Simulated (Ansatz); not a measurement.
**Ti₁₂Si: one change and its effect**

System: Ti₁₂Si (slab, 13 atoms in the cell).
Method of run A: DFT PBE+D3(BJ), scalar-relativistic, plane waves, PAW, PAW set soft_1, no spin polarisation (Ansatz 0.2.0).

The structure derives from an entry of the Crystallography Open Database. Text and figures count atoms from 1; the logs count them from 0 in places.

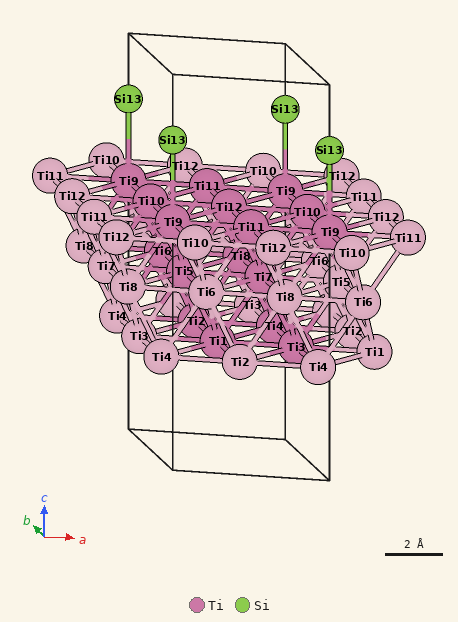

Fig. 1: The structure (ball-and-stick view of the cell of the calculation, with the vacuum cut short, seen slightly off an axis; neighbours outside the cell are drawn fainter; atoms are numbered from 1 in the order of the input). An atom can appear more than once, as a periodic image.

Input, run A:
```yaml
crystal:
  lattice:
    - [5.7099611372, 0.0, 0.0]
    - [-2.8549805686, 4.9449713995, 0.0]
    - [0.0, 0.0, 21.4932633465]
  atoms:
    - { symbol: Ti, position: [0.3333333333, 0.1666666667, 0.1861048244] }
    - { symbol: Ti, position: [0.3333333333, 0.6666666667, 0.1861048244] }
    - { symbol: Ti, position: [0.8333333333, 0.1666666667, 0.1861048244] }
    - { symbol: Ti, position: [0.8333333333, 0.6666666667, 0.1861048244] }
    - { symbol: Ti, position: [0.1666666667, 0.3333333333, 0.2907832195] }
    - { symbol: Ti, position: [0.1666666667, 0.8333333333, 0.2907832195] }
    - { symbol: Ti, position: [0.6666666667, 0.3333333333, 0.2907832195] }
    - { symbol: Ti, position: [0.6666666667, 0.8333333333, 0.2907832195] }
    - { symbol: Ti, position: [0.0, 0.0, 0.3951593208] }
    - { symbol: Ti, position: [0.0, 0.5, 0.3951593208] }
    - { symbol: Ti, position: [0.5, 0.0, 0.3951593208] }
    - { symbol: Ti, position: [0.5, 0.5, 0.3951593208] }
    - { symbol: Si, position: [0.0, 0.0, 0.5347379391] }
basis:
  ecutwfc: 420
kpoints:
  mp_grid: { grid: [6, 6, 1] }
hamiltonian:
  xc: pbe
  pseudopotentials: { kind: paw, azcp: { folder: soft_1 } }
  dispersion: d3bj
scf:
  occupations: { method: gaussian, width: 0.1 }
output:
  forces: true
  eigenvalues: true
efield:
  axis: 3
  dipole_correction: true
  ramp_width: 0.04
```

Command:
```bash
ansatz run input.yaml --threads 2 --pin off --max-ram 6144MiB --backend cpu --events-out ev --progress --plain --runs-dir out
```

Hardware: 2 threads of Arm Neoverse V1, 24 GiB of memory available, shared host.

Output, shortened to warnings, some set-up lines, iterations and results (run A):
```
Basis set: ecut = 420 eV, 11903 PW (Γ), exchange–correlation on 80×80×288 points (8 copies of the dense FFT grid, shifted against one another)
Symmetry: 6 space group operations
k-points: 7 of 36 (time reversal used)
Initial density: superposition of atomic densities (neutral atoms: chi_scale 0, normalization atom)
[...]
SCF iter   1: F=—  HF=-30644.762226 eV  |F-HF|=—  |Δ(HF+E_count)|=         —  Δρ=5.81e-2  dr2=2.55e2  ethr=3.10e-3  p=0.000 e·Å  D=5.26e-7 V/Å  ΔV_dip=-0.00 eV  …
SCF iter   2: F=—  HF=-30642.589545 eV  |F-HF|=—  |Δ(HF+E_count)|=    2.17e0  Δρ=4.84e-2  dr2=2.94e2  ethr=3.10e-3  p=0.672 e·Å  D=2.01e-1 V/Å  ΔV_dip=-4.31 eV  …
SCF iter   3: F=—  HF=-30628.444375 eV  |F-HF|=—  |Δ(HF+E_count)|=    1.41e1  Δρ=1.46e-2  dr2=9.48e0  ethr=3.10e-3  p=0.295 e·Å  D=8.78e-2 V/Å  ΔV_dip=-1.89 eV  …
SCF iter   4: F=—  HF=-30628.440315 eV  |F-HF|=—  |Δ(HF+E_count)|=   4.06e-3  Δρ=5.73e-3  dr2=1.19e0  ethr=3.10e-3  p=0.666 e·Å  D=1.98e-1 V/Å  ΔV_dip=-4.27 eV  …
SCF iter   5: F=—  HF=-30628.222646 eV  |F-HF|=—  |Δ(HF+E_count)|=   2.18e-1  Δρ=2.70e-3  dr2=1.58e-1  ethr=8.07e-4  p=0.389 e·Å  D=1.16e-1 V/Å  ΔV_dip=-2.49 eV  …
SCF iter   6: F=—  HF=-30628.162188 eV  |F-HF|=—  |Δ(HF+E_count)|=   6.05e-2  Δρ=1.81e-3  dr2=1.05e-1  ethr=1.07e-4  p=0.001 e·Å  D=4.26e-4 V/Å  ΔV_dip=-0.01 eV  …
SCF iter   7: F=—  HF=-30628.156475 eV  |F-HF|=—  |Δ(HF+E_count)|=   5.71e-3  Δρ=5.36e-4  dr2=6.31e-3  ethr=7.12e-5  p=-0.036 e·Å  D=-1.08e-2 V/Å  ΔV_dip=0.23 eV  …
SCF iter   8: F=—  HF=-30628.157007 eV  |F-HF|=—  |Δ(HF+E_count)|=   5.32e-4  Δρ=2.31e-4  dr2=1.34e-3  ethr=4.26e-6  p=-0.006 e·Å  D=-1.76e-3 V/Å  ΔV_dip=0.04 eV  …
SCF iter   9: F=—  HF=-30628.157731 eV  |F-HF|=—  |Δ(HF+E_count)|=   7.24e-4  Δρ=1.39e-4  dr2=4.37e-4  ethr=9.04e-7  p=0.014 e·Å  D=4.11e-3 V/Å  ΔV_dip=-0.09 eV  …
SCF iter  10: F=—  HF=-30628.157706 eV  |F-HF|=—  |Δ(HF+E_count)|=   2.52e-5  Δρ=3.71e-5  dr2=1.76e-5  ethr=2.96e-7  p=0.013 e·Å  D=3.79e-3 V/Å  ΔV_dip=-0.08 eV  …
SCF iter  11: F=—  HF=-30628.158385 eV  |F-HF|=—  |Δ(HF+E_count)|=   6.79e-4  Δρ=1.31e-5  dr2=2.05e-6  ethr=1.19e-8  p=0.011 e·Å  D=3.42e-3 V/Å  ΔV_dip=-0.07 eV  …
SCF iter  12: F=—  HF=-30628.158389 eV  |F-HF|=—  |Δ(HF+E_count)|=   4.15e-6  Δρ=6.32e-6  dr2=3.35e-7  ethr=1.38e-9  p=0.011 e·Å  D=3.26e-3 V/Å  ΔV_dip=-0.07 eV  …
SCF iter  13: F=-30628.158389 eV  HF=-30628.158389 eV  |F-HF|=1.19e-8  |Δ(HF+E_count)|=   1.56e-7  Δρ=2.01e-6  dr2=3.31e-8  ethr=6.76e-11  p=0.011 e·Å  D=3.25e-3 V/Å  …
SCF 1 converged in 13 iterations: F = -30628.158389 eV  dr2 = 3.31e-8
SCF converged after 13 iterations
Free energy (F): -30628.158389 eV
Harris-Foulkes:  -30628.158389 eV  (|F-HF|=1.19e-8)
Internal energy: -30628.034109 eV  (E = F + TS)
E sigma→0 (E₀):  -30628.096249 eV
Entropy (-TS):   -0.124280 eV (-9.560 meV/atom)
Fermi energy:    1.990225 eV
Dipole field:    D = 0.003224 V/Å  (p = 0.010813 e·Å, saw-weighted, corrected)
Work function:   Φ+ = 4.5954 eV   Φ− = 4.6647 eV
Levels:          The Fermi level and band energies are counted from a zero that moves with the ramp; work functions are not
--- Per-component energies (eV) ---
  E_band       = -3517.334065
  E_kinetic    = 3419.021604
  E_local      = -125326.256137  (includes V_loc(G=0)·N_el)
  E_nonlocal   = 754.753425
  E_hartree    = 60757.695296
  E_xc         = -1443.832021
  E_vxc        = -1784.118745  (∫ρ·V_xc dr)
  E_paw        = -13021.668885  (= ΣΔE_a)
  E_vpaw       = -2096.770140  (= ΣTr[D̂ρ^β])
  E_aug_tail   = -0.000845  (compensation charges beyond the density's cutoff)
  E_efield     = 0.000017  (sawtooth field / dipole correction)
  E_vefield    = 0.647647  (∫n·V_field dr)
  E_ewald      = 44237.801376
  E_disp       = -5.547939  (pairwise vdW)
  E_smearing   = -0.124280  (= −TS)
  E_closure    = 0.000000  (closes the sum)
  Σ components = -30628.158389   (vs F -30628.158389, Δ=0.00e0)
--- Forces (eV/Å), atoms counted from 1 ---
  atom   1  Ti    -0.01118563    -0.00645803     0.04792388
  atom   2  Ti     0.00000000     0.00000000     0.07237275
  atom   3  Ti     0.01118563    -0.00645803     0.04792388
  atom   4  Ti     0.00000000     0.01291605     0.04792388
  atom   5  Ti    -0.00000000     0.09246067    -0.25078487
  atom   6  Ti     0.08007329    -0.04623034    -0.25078487
  atom   7  Ti    -0.00000000    -0.00000000    -0.19231447
  atom   8  Ti    -0.08007329    -0.04623034    -0.25078487
  atom   9  Ti     0.00000000     0.00000000     0.96712857
  atom  10  Ti     0.08508188     0.04912204     0.77034794
  atom  11  Ti     0.00000000    -0.09824409     0.77034794
  atom  12  Ti    -0.08508188     0.04912204     0.77034794
  atom  13  Si    -0.00000000    -0.00000000    -2.54968926
  max |Σ_I F_I| component: 4.16e-5 eV/Å
```

For run B the input was changed thus:
```diff
-    - { symbol: Si, position: [0.0, 0.0, 0.5347379391] }
+    - { symbol: Si, position: [0.0, 0.1666666667, 0.5347379391] }
```

Predict how the results change.

With the same functional and potentials, run B lies 4.1 meV per atom higher. The largest force goes from 2.550 to 2.509 eV/Å. The SCF takes 12 iterations against 13. The irreducible k-points go from 7 to 20. On the same kind of shared host run B took about 2.7 times as long.

Output, shortened to warnings, some set-up lines, iterations and results (run B):
```
Basis set: ecut = 420 eV, 11903 PW (Γ), exchange–correlation on 80×80×288 points (8 copies of the dense FFT grid, shifted against one another)
Symmetry: 1 space group operations
k-points: 20 of 36 (time reversal used)
Initial density: superposition of atomic densities (neutral atoms: chi_scale 0, normalization atom)
[...]
SCF iter   1: F=—  HF=-30644.835906 eV  |F-HF|=—  |Δ(HF+E_count)|=         —  Δρ=5.82e-2  dr2=2.57e2  ethr=3.10e-3  p=0.000 e·Å  D=5.26e-7 V/Å  ΔV_dip=-0.00 eV  …
SCF iter   2: F=—  HF=-30637.832005 eV  |F-HF|=—  |Δ(HF+E_count)|=    7.00e0  Δρ=4.48e-2  dr2=1.72e2  ethr=3.10e-3  p=0.398 e·Å  D=1.19e-1 V/Å  ΔV_dip=-2.55 eV  …
SCF iter   3: F=—  HF=-30628.062877 eV  |F-HF|=—  |Δ(HF+E_count)|=    9.77e0  Δρ=9.37e-3  dr2=1.00e0  ethr=3.10e-3  p=0.132 e·Å  D=3.94e-2 V/Å  ΔV_dip=-0.85 eV  …
SCF iter   4: F=—  HF=-30628.088001 eV  |F-HF|=—  |Δ(HF+E_count)|=   2.51e-2  Δρ=3.67e-3  dr2=2.19e-1  ethr=6.76e-4  p=0.079 e·Å  D=2.35e-2 V/Å  ΔV_dip=-0.51 eV  …
SCF iter   5: F=—  HF=-30628.105285 eV  |F-HF|=—  |Δ(HF+E_count)|=   1.73e-2  Δρ=1.90e-3  dr2=8.48e-2  ethr=1.48e-4  p=0.038 e·Å  D=1.15e-2 V/Å  ΔV_dip=-0.25 eV  …
SCF iter   6: F=—  HF=-30628.103571 eV  |F-HF|=—  |Δ(HF+E_count)|=   1.71e-3  Δρ=5.00e-4  dr2=5.14e-3  ethr=5.73e-5  p=0.025 e·Å  D=7.49e-3 V/Å  ΔV_dip=-0.16 eV  …
SCF iter   7: F=—  HF=-30628.104329 eV  |F-HF|=—  |Δ(HF+E_count)|=   7.57e-4  Δρ=2.59e-4  dr2=1.68e-3  ethr=3.47e-6  p=0.015 e·Å  D=4.35e-3 V/Å  ΔV_dip=-0.09 eV  …
SCF iter   8: F=—  HF=-30628.104261 eV  |F-HF|=—  |Δ(HF+E_count)|=   6.76e-5  Δρ=8.29e-5  dr2=1.62e-4  ethr=1.13e-6  p=0.012 e·Å  D=3.69e-3 V/Å  ΔV_dip=-0.08 eV  …
SCF iter   9: F=—  HF=-30628.104297 eV  |F-HF|=—  |Δ(HF+E_count)|=   3.60e-5  Δρ=3.54e-5  dr2=1.72e-5  ethr=1.10e-7  p=0.010 e·Å  D=3.12e-3 V/Å  ΔV_dip=-0.07 eV  …
SCF iter  10: F=—  HF=-30628.104960 eV  |F-HF|=—  |Δ(HF+E_count)|=   6.63e-4  Δρ=1.20e-5  dr2=1.40e-6  ethr=1.16e-8  p=0.010 e·Å  D=2.96e-3 V/Å  ΔV_dip=-0.06 eV  …
SCF iter  11: F=—  HF=-30628.104961 eV  |F-HF|=—  |Δ(HF+E_count)|=   1.07e-6  Δρ=5.07e-6  dr2=2.63e-7  ethr=9.46e-10  p=0.010 e·Å  D=2.90e-3 V/Å  ΔV_dip=-0.06 eV  …
SCF iter  12: F=-30628.104961 eV  HF=-30628.104961 eV  |F-HF|=4.17e-8  |Δ(HF+E_count)|=   1.49e-7  Δρ=1.88e-6  dr2=2.70e-8  ethr=6.76e-11  p=0.010 e·Å  D=2.88e-3 V/Å  …
SCF 1 converged in 12 iterations: F = -30628.104961 eV  dr2 = 2.70e-8
SCF converged after 12 iterations
Free energy (F): -30628.104961 eV
Harris-Foulkes:  -30628.104961 eV  (|F-HF|=4.17e-8)
Internal energy: -30627.985547 eV  (E = F + TS)
E sigma→0 (E₀):  -30628.045254 eV
Entropy (-TS):   -0.119414 eV (-9.186 meV/atom)
Fermi energy:    1.995542 eV
Dipole field:    D = 0.002843 V/Å  (p = 0.009534 e·Å, saw-weighted, corrected)
Work function:   Φ+ = 4.5998 eV   Φ− = 4.6608 eV
Levels:          The Fermi level and band energies are counted from a zero that moves with the ramp; work functions are not
--- Per-component energies (eV) ---
  E_band       = -3517.155984
  E_kinetic    = 3419.090991
  E_local      = -125325.178288  (includes V_loc(G=0)·N_el)
  E_nonlocal   = 754.821189
  E_hartree    = 60757.220970
  E_xc         = -1443.764212
  E_vxc        = -1784.029236  (∫ρ·V_xc dr)
  E_paw        = -13021.712926  (= ΣΔE_a)
  E_vpaw       = -2096.850486  (= ΣTr[D̂ρ^β])
  E_aug_tail   = -0.000846  (compensation charges beyond the density's cutoff)
  E_efield     = 0.000014  (sawtooth field / dipole correction)
  E_vefield    = 0.571006  (∫n·V_field dr)
  E_ewald      = 44237.090171
  E_disp       = -5.552609  (pairwise vdW)
  E_smearing   = -0.119414  (= −TS)
  E_closure    = -0.000000  (closes the sum)
  Σ components = -30628.104961   (vs F -30628.104961, Δ=0.00e0)
--- Forces (eV/Å), atoms counted from 1 ---
  atom   1  Ti     0.00565282    -0.01581968     0.05639385
  atom   2  Ti     0.00385653     0.00952798     0.07107353
  atom   3  Ti    -0.00643720    -0.01683761     0.04212816
  atom   4  Ti    -0.00012783     0.01107100     0.04917585
  atom   5  Ti     0.03993011     0.08625226    -0.27611281
  atom   6  Ti     0.04002664    -0.01920772    -0.24106255
  atom   7  Ti    -0.02535533     0.01616272    -0.20008380
  atom   8  Ti    -0.04347433    -0.05319013    -0.22411635
  atom   9  Ti    -0.21393318     0.33178208     0.96377334
  atom  10  Ti     0.22611123    -0.28872121     0.81622440
  atom  11  Ti     0.16335895     0.06131509     0.71418426
  atom  12  Ti    -0.25021705    -0.07550388     0.73666752
  atom  13  Si     0.06060839    -0.04683249    -2.50808465
  max |Σ_I F_I| component: 1.61e-4 eV/Å
```

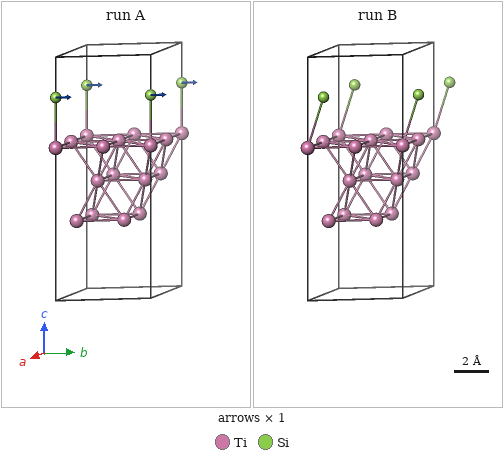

Fig. 2: The two input geometries at one scale (ball-and-stick view of the cell of the calculation, with the vacuum cut short, seen slightly off an axis). The blue arrows on the first give the shifts of the atoms relative to the cell, at true length. The largest move is that of the Si atom, 0.95 Å. Ti stays in place. The cell stays as it was. Among the contacts that change: Si–Ti 3.000 → 3.147 Å.

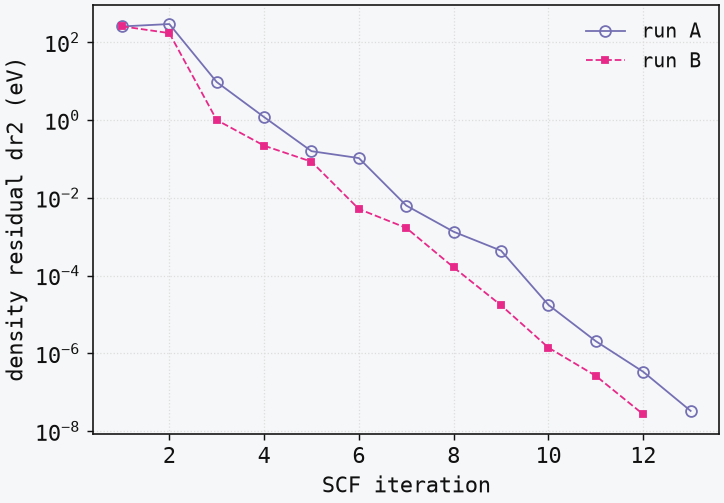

Fig. 3: Convergence of the two runs: density residual dr2 against the SCF iteration. Run A takes 13 iterations in all, and run B takes 12.

The two runs side by side:

```tsv
quantity	run A	run B
outcome	converged	converged
free energy per atom (eV)	−2356.0122	−2356.0081
energy per atom, smearing taken to zero (eV)	−2356.0074	−2356.0035
gap on the mesh (eV)	0.00	0.00
work function (eV)	4.60	4.60
largest force (eV/Å)	2.550	2.509
SCF iterations	13	12
irreducible k-points	7	20
plane waves at Γ	11903	11903
wall time (shared host)	30 s	81 s
```
